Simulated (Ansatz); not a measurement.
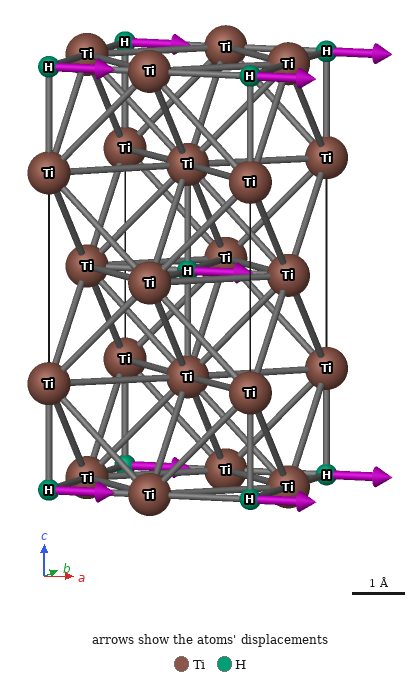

One vibrational mode of a crystal of Ti4H (a generated structure) at the zone centre. Displacements are drawn as purple arrows; their common scale and sign are arbitrary. A ball-and-stick model of the conventional cell (2 times the calculation's cell), seen from a free direction. Lengths and directions refer to the drawn axes.

Computed with DFT PBE, scalar-relativistic, plane waves, PAW (Ansatz 0.2.0).

The input:
```yaml
crystal:
  lattice:
    - [-2.0803092387, 2.0803092387, 4.1192104574]
    - [2.0803092387, -2.0803092387, 4.1192104574]
    - [2.0803092387, 2.0803092387, -4.1192104574]
  atoms:
    - { symbol: Ti, position: [0.2509899246, 0.2509899246, 0.0] }
    - { symbol: Ti, position: [0.7490100754, 0.7490100754, 0.0] }
    - { symbol: Ti, position: [0.5, 0.0, 0.5] }
    - { symbol: Ti, position: [0.0, 0.5, 0.5] }
    - { symbol: H, position: [0.0, 0.0, 0.0] }
basis:
  ecutwfc: 420
kpoints:
  mp_grid: { grid: [12, 12, 12] }
hamiltonian:
  xc: pbe
scf:
  occupations: { method: fermi_dirac, width: 0.15 }
output:
  eigenvalues: true
phonons:
  method: dfpt
  eigenvectors: true
```

Launched with:
```bash
ansatz run input.yaml --threads 1 --pin off --max-ram 2560MiB --backend cpu --events-out ev --progress --plain --runs-dir out
```

The frequencies depend somewhat on the k-mesh and the smearing.

> Give the symmetry, activity and frequency of this mode.

This is the E_u mode (doubly degenerate; one member of the set is drawn) at 114.1 meV, optical level 7 of 8, counted from below, infrared-active by symmetry. The Ti (4e) atoms stay at rest; the Ti (4c) atoms hardly move; the H sublattice moves as a whole against them, along a; it stretches the shortest H–Ti bonds (2.08 Å); the kinetic energy is shared as H 99 %, Ti 1 %. The crystal is a metal, so free carriers screen the infrared response.
